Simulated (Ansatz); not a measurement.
The calculation's input:

```
crystal:
  lattice:
    - [0.0, 3.0385, 3.0385]
    - [3.0385, 0.0, 3.0385]
    - [3.0385, 3.0385, 0.0]
  atoms:
    - { symbol: Cd, position: [0.0, 0.0, 0.0] }
    - { symbol: Se, position: [0.25, 0.25, 0.25] }
scf:
  occupations: { method: fixed }
  n_extra_bands: 8
output:
  eigenvalues: true
  write_density: true
  write_potential: true
  elf: true
  volumetric_format: npy
kpoints:
  mp_grid: { grid: [4, 4, 4] }
hamiltonian:
  xc: hse06
  pseudopotentials: { kind: paw_fr }
magnetization:
  noncollinear: true
  spin_orbit: true
```

Run with:

```sh
ansatz run input.yaml --threads 16 --pin off --max-ram 30720MiB --backend cpu --events-out ev --progress --plain --runs-dir out
```

Below, planes, directions and counts refer to the conventional cell (a = 6.08 Å, b = 6.08 Å, c = 6.08 Å, α = 90.00°, β = 90.00°, γ = 90.00°).

Space group F-43m; a generated structure, not necessarily the stable one.

Theory: Ansatz 0.2.0, DFT HSE06, spin-orbit coupling, plane waves, PAW.

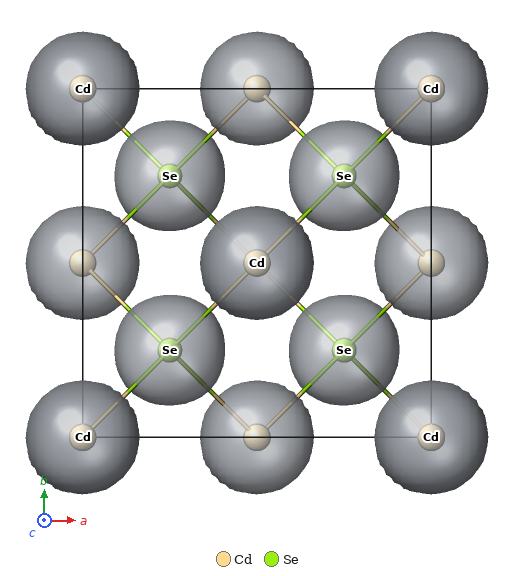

CdSe. Isosurface of the valence electron density at 0.6 e/Å³ (grey), seen along the c axis. Sticks mark near contacts.

The density is the valence pseudo-density of a PAW calculation; it isn't the true density close to the nuclei.

What does this surface tell about the bonding?

At this value the density breaks into separate islands; it holds about 80 % of the electrons treated as valence (semicore included). It bridges none of the near contacts. It is pinched off along the shortest Cd–Se (2.63 Å) contacts. On the grid the lowest density along these lines, outside the cores, is 0.38 e/Å³ (Cd–Se, 2.63 Å).

Does the calculation give a band gap?

It is gapped, with a Kohn–Sham gap of 1.4 eV on the k-point mesh (the band edges may lie off the mesh, which would make the gap smaller).
